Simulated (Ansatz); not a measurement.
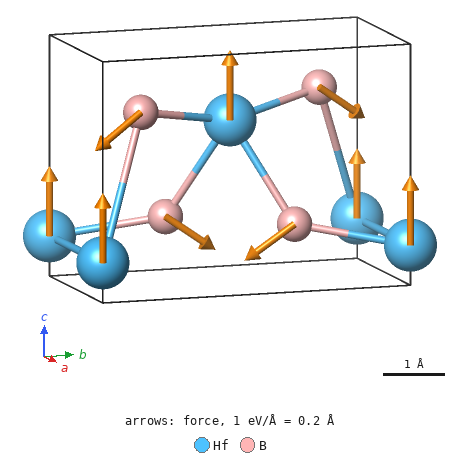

Starting geometry of solid HfB2 (built on the random type) (coarse preliminary run) with the computed forces as orange arrows. Style: ball-and-stick. Shown: the cell of the calculation, slightly off an axis.

Case: random cell with space group Pnn2 (No. 34).

Level of theory: Ansatz 0.2.0, DFT PBE, scalar-relativistic, plane waves, PAW. Set-up: plane-wave cutoff 420 eV; k-point mesh 6 × 4 × 4; occupations gaussian; smearing width 0.1 eV; no spin polarisation; cell and atoms relaxed; force threshold 0.04 eV/Å; at most 70 steps.

Is this structure relaxed? If not, where do the atoms go?

Answer. It isn't relaxed: the largest force vector, on Hf atoms, is 5.88 eV/Å. The final displacements follow the starting forces only in part (cosine between the two patterns 0.82). After 8 accepted moves (10 points after the start) the energy has fallen by 12.142 eV per cell of the calculation. Largest force component: 5.9 eV/Å at the start, 0.00011 eV/Å at the end. The pressure goes from 62.85 to 0.15 GPa. At 2 points the geometry stayed and the basis and grid were re-selected for the new cell (energy shift of 76.6 meV per cell of the calculation at most each time). The largest moves relative to the cell, 0.82 Å, are those of B atoms. Largest moves by element: B 0.82 Å, Hf 0.27 Å. The volume changes by +21.5 %, with a 2.767 → 3.112 Å (+12.5 %), b 5.386 → 4.862 Å (−9.7 %), c 4.060 → 4.859 Å (+19.7 %). Among the contacts that change: B–Hf 3.672 → 2.552 Å, B–B 2.267 → 1.556 Å, B–Hf 1.953 → 2.553 Å, B–Hf 2.036 → 2.551 Å. New bonds form: B–B (2.27 → 1.56 Å), B–Hf (3.67 → 2.55 Å). Among the angles between lasting bonds that change: Hf–B–Hf 132.0° → 95.3°, Hf–B–Hf 120.6° → 144.5°, Hf–B–Hf 104.6° → 95.3°. The space group (tolerance 0.01 Å) goes from Pnn2 (No. 34) to I4/mmm (No. 139). The run took roughly 3 core-minutes on a shared host.

Limits of the set-up: the k-point mesh is coarse for a cell with partly filled bands.
